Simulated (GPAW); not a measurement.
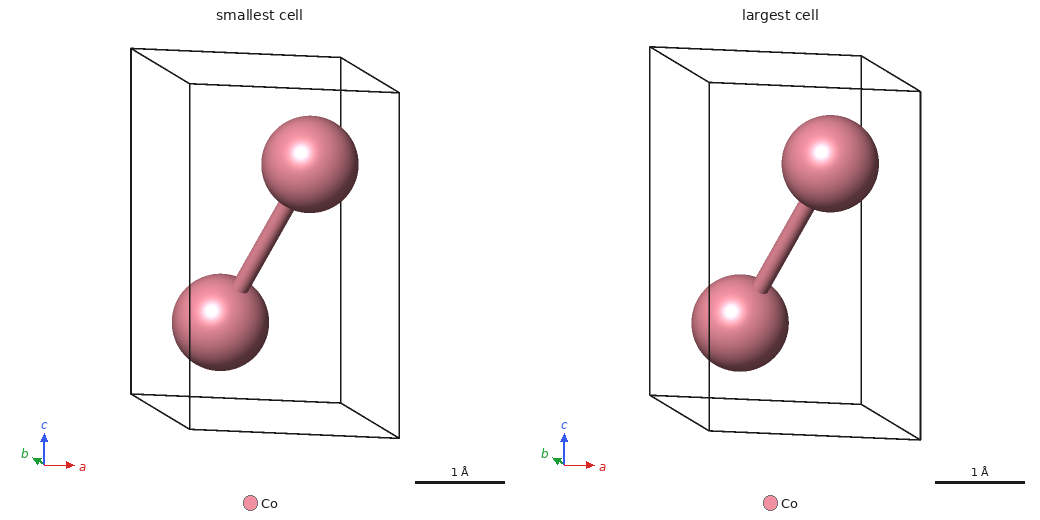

Co, hexagonal close-packed (Mg type), space group P6₃/mmc (No. 194), relaxed (cell and atoms, zero pressure) with five choices of dispersion term on top of PBEsol; the smallest and the largest of the relaxed conventional cells are drawn to one scale (sticks follow a distance rule). The start was a structure listed in the Materials Project.

Alike in all runs: GPAW 26.7.0; functional PBEsol; potentials PAW data sets generated in the run's folder for this functional; cutoff 600 eV; k mesh 9 × 9 × 5 on the run's cell of 2 atoms; occupations fermi-dirac, width 0.05 eV; collinear spin, ferromagnetic start; no spin-orbit coupling. All runs are metallic.

```tsv
level	volume (Å³/atom)	a (Å)	c (Å)
D3(BJ)	10.12	2.435	3.944
D4	10.23	2.443	3.958
D3(BJ)-ATM	?	?	?
none	10.37	2.454	3.977
D3	10.14	2.436	3.948
```

What does D3(BJ)-ATM give?

Volume 10.18 Å³/atom; a 2.439 Å; c 3.951 Å. That is between D3 and D4 in volume.

Order the levels by the relaxed volume, smallest first.

D3(BJ) (10.12 Å³/atom), D3 (10.14 Å³/atom), D3(BJ)-ATM (10.18 Å³/atom), D4 (10.23 Å³/atom), none (10.37 Å³/atom). Rows within a few tenths of a per cent can't be told apart.

Caveat: each step starts from the last one's moments, so a moment once lost doesn't come back; later steps reuse the first step's grids; pairwise dispersion terms can overbind metals strongly.
